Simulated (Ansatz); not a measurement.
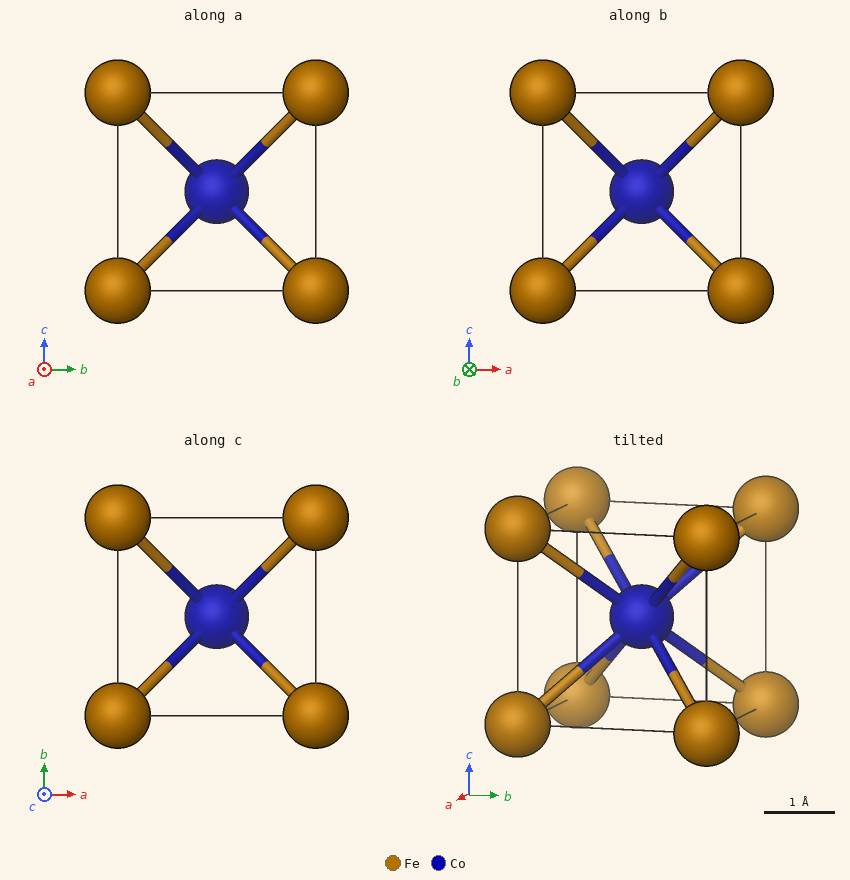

Ball-and-stick representation of a periodic structure, projected along the a axis, along the b axis, along the c axis and slightly off an axis. The conventional unit cell is outlined; an atom on or near a face, edge or corner is repeated at each equivalent position.

Lattice parameters: a = 2.845 Å, b = 2.845 Å, c = 2.845 Å, α = 90.00°, β = 90.00°, γ = 90.00°.

### Put the structure into a table of Wyckoff sites.

Space group Pm-3m (No. 221).
| atom | site | x | y | z |
| --- | --- | --- | --- | --- |
| Fe | 1a | 0.0000 | 0.0000 | 0.0000 |
| Co | 1b | 0.5000 | 0.5000 | 0.5000 |

Starting structure: a structure type filled with these elements by a generator (whether the compound takes this form wasn't checked). What is shown is the relaxed result from Ansatz, DFT PBE, scalar-relativistic, plane waves, PAW.
